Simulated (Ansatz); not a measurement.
# Energy of Ta along a strain of the cell

System: Ta (I4/mmm, 1 atom in the cell).
Method: DFT LDA, scalar-relativistic, plane waves, PAW, no spin polarisation (Ansatz 0.2.0).

The 5 runs differ only in the geometry, by a strain of the cell at fixed fractional positions. Against run 3, the strain is εzz = η. The structure derives from an entry of the Crystallography Open Database.

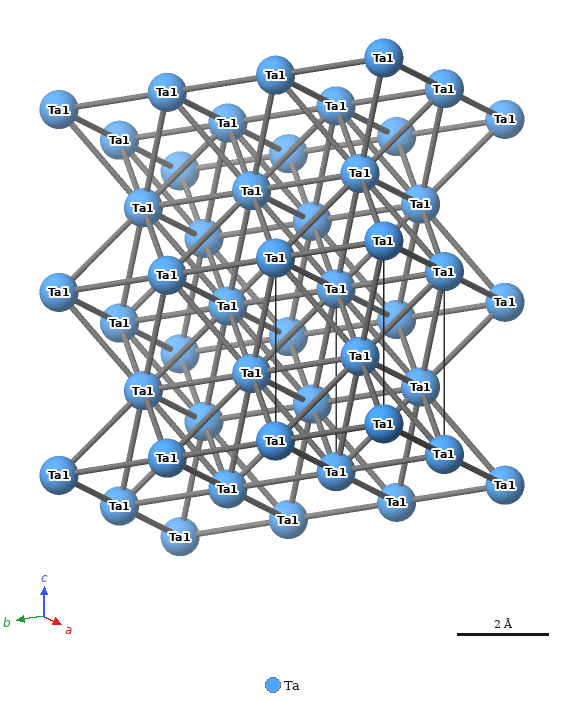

Figure 1. The structure of run 3 (ball-and-stick view of the cell 2 times as large as that of the calculation, set on its symmetry axes, repeated 2 × 3 × 2, seen at an oblique angle; atoms are numbered from 1 in the order of the input).

**Input of run 3**
```yaml
crystal:
  lattice:
    - [0.0, 1.9412, 2.11]
    - [1.9412, 0.0, 2.11]
    - [1.9412, 1.9412, 0.0]
  atoms:
    - { symbol: Ta, position: [0.0, 0.0, 0.0] }
basis:
  ecutwfc: 420
kpoints:
  mp_grid: { grid: [20, 20, 20] }
hamiltonian:
  xc: lda
scf:
  occupations: { method: gaussian, width: 0.15 }
output:
  forces: true
  stress: true
  eigenvalues: true
```

Lattice vectors (Å) and fractional positions of run 3:
```
   0.000000    1.941200    2.110000
   1.941200    0.000000    2.110000
   1.941200    1.941200    0.000000
Ta  0.000000  0.000000  0.000000
```

Run 2 differs from it as follows:
```diff
-    - [0.0, 1.9412, 2.11]
-    - [1.9412, 0.0, 2.11]
+    - [0.0, 1.9412, 2.0256]
+    - [1.9412, 0.0, 2.0256]
```

**Results, with one run withheld**

```csv
run,strain parameter η (%),"free energy per atom, from the lowest run given (meV)",pressure (GPa)
1,−8.0000,582.54,58.00
2,−4.0000,?,?
3,0.0000,186.96,26.73
4,4.0000,66.08,14.69
5,8.0000,0.00,4.74
```

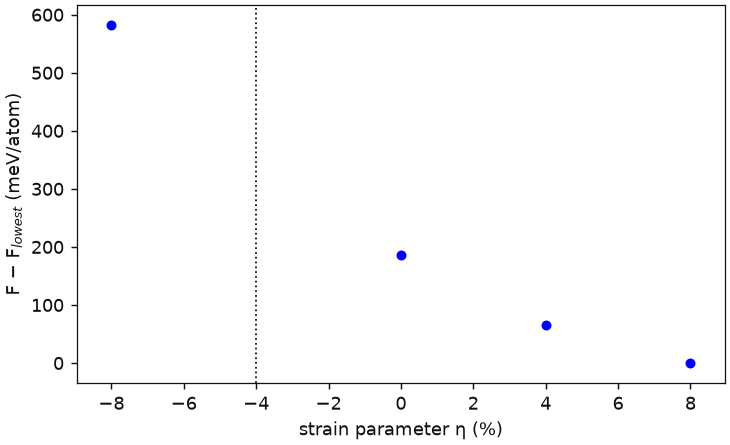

Figure 2. Free energy per atom of the runs given; the dotted line marks run 2.

What should run 2 give?

A quadratic polynomial in the coordinate, fitted to the 4 runs given, misses them by at most 0.77 meV per atom. With x = η − 1.0000, it reads F = 151.59 − 33.158 x + 1.6374 x² (meV per atom). At run 2 it gives 358.31 meV per atom, and the run itself gives 363.46. The fit has no minimum inside this range. So low a polynomial doesn't follow these energies more closely.

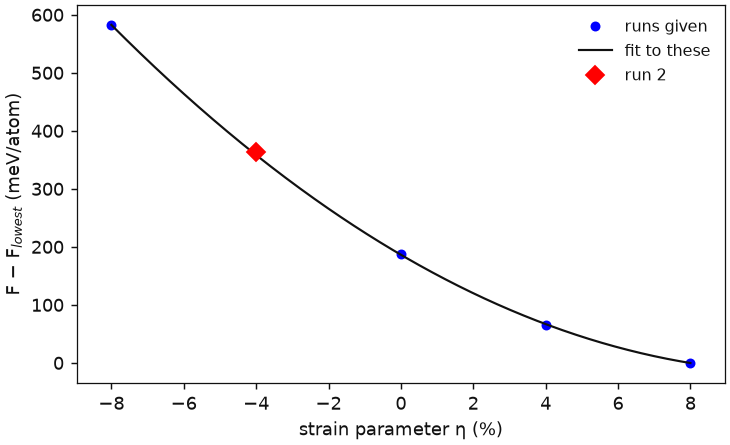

Figure 3. The fit and the withheld run.

**Output, shortened to warnings, some set-up lines, iterations and results (run 2)**
```
Basis set: ecut = 420 eV, 299 PW (Γ)
Symmetry: 16 space group operations
k-points: 641 of 8000
Initial density: superposition of atomic densities (neutral atoms: chi_scale 0, normalization atom), corrected by the library's trained network
[...]
SCF iter   1: F=—  HF=-9682.059468 eV  |F-HF|=—  |Δ(HF+E_count)|=         —  Δρ=8.10e-3  dr2=7.30e-3  ethr=1.77e-3  ⟨swp⟩=5.1  Hψ=39365  notcnv=0
SCF iter   2: F=—  HF=-9682.056831 eV  |F-HF|=—  |Δ(HF+E_count)|=   2.64e-3  Δρ=3.27e-3  dr2=8.36e-4  ethr=5.62e-5  ⟨swp⟩=1.1  Hψ=12248  notcnv=0
SCF iter   3: F=—  HF=-9682.056625 eV  |F-HF|=—  |Δ(HF+E_count)|=   2.05e-4  Δρ=5.61e-4  dr2=1.59e-5  ethr=6.43e-6  ⟨swp⟩=1.6  Hψ=7485  notcnv=0
SCF iter   4: F=—  HF=-9682.056623 eV  |F-HF|=—  |Δ(HF+E_count)|=   2.37e-6  Δρ=4.14e-5  dr2=6.78e-8  ethr=1.22e-7  ⟨swp⟩=1.9  Hψ=8094  notcnv=0
SCF iter   5: F=-9682.056623 eV  HF=-9682.056623 eV  |F-HF|=1.06e-9  |Δ(HF+E_count)|=   1.75e-8  Δρ=6.21e-6  dr2=2.38e-9  ethr=5.21e-10  ⟨swp⟩=2.2  Hψ=10759  notcnv=0
SCF iter   6: F=-9682.056623 eV  HF=-9682.056623 eV  |F-HF|=3.64e-12  |Δ(HF+E_count)|=  4.58e-10  Δρ=3.77e-7  dr2=1.02e-11  ethr=1.83e-11  ⟨swp⟩=2.5  Hψ=24250  notcnv=0
SCF 1 converged in 6 iterations: F = -9682.056623 eV  dr2 = 1.02e-11
SCF converged after 6 iterations
Free energy (F): -9682.056623 eV
Harris-Foulkes:  -9682.056623 eV  (|F-HF|=3.64e-12)
Internal energy: -9682.044771 eV  (E = F + TS)
E sigma→0 (E₀):  -9682.050697 eV
Entropy (-TS):   -0.011853 eV (-11.853 meV/atom)
Fermi energy:    22.526812 eV
--- Per-component energies (eV) ---
  E_band       = -57.346163
  E_kinetic    = 373.716829
  E_local      = -458.198259  (includes V_loc(G=0)·N_el)
  E_nonlocal   = 22.744444
  E_hartree    = 165.570192
  E_xc         = -219.356561
  E_vxc        = -207.275733  (∫ρ·V_xc dr)
  E_paw        = -8150.145482  (= ΣΔE_a)
  E_vpaw       = -119.473929  (= ΣTr[D̂ρ^β])
  E_aug_tail   = 0.000158  (compensation charges beyond the density's cutoff)
  E_ewald      = -1416.634994
  E_core_change = 0.258903  (= ΣΔE_core)
  E_smearing   = -0.011853  (= −TS)
  E_closure    = -0.000000  (closes the sum)
  Σ components = -9682.056623   (vs F -9682.056623, Δ=0.00e0)
--- Forces (eV/Å), atoms counted from 1 ---
  atom   1  Ta    -0.00000000    -0.00000000     0.00000000
  max |Σ_I F_I| component: 4.93e-32 eV/Å
--- Stress (GPa, compression-positive) ---
       36.625631       0.000000       0.000000
        0.000000      36.625631       0.000000
        0.000000       0.000000      51.023960
  P = ⅓ Tr σ = 41.4251 GPa (414.251 kbar)
```

Notes: Spin–orbit coupling is left out, which matters for Ta.
